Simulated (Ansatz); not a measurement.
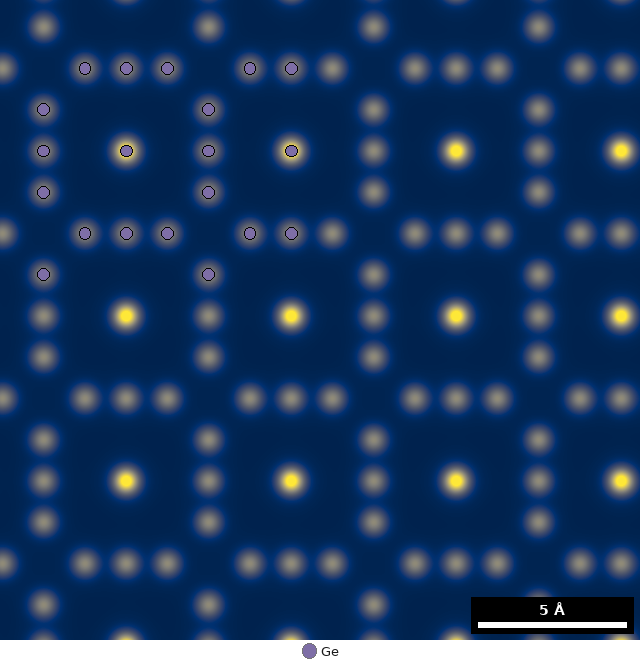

Z-contrast image of Ge (Pm-3n, No. 223) along [001]. Simulation: incoherent imaging, intensity Z^1.7 per atom, probe width 0.68 Å, thin sample. The probe carries 25 % of its weight in a tail 2.5 times as wide. Model: coordinates from a relaxation with DFT, BLYP, plane waves (420 eV) with PAW, scalar-relativistic in Ansatz; the starting structure was generated, so it need not be a known form of this composition.

Coloured dots in one corner mark the columns of the model.

Question: Describe what the image shows.

Answer: The columns repeat on a square net with a repeat of 5.61 Å (plane group p4mm). The brightest columns hold 2 Ge per repeat; in falling brightness follow 1 Ge (about 50 %). Brightness is counted from the darkest point of the image. The shortest distance between visible columns is 1.40 Å in projection (between Ge columns). Along the beam the structure repeats every 5.61 Å.

```json
{"column": "Ge", "atoms along the beam per repeat": "2 Ge", "peak brightness": "100 %"}
{"column": "Ge", "atoms along the beam per repeat": "1 Ge", "peak brightness": "50 %"}
```
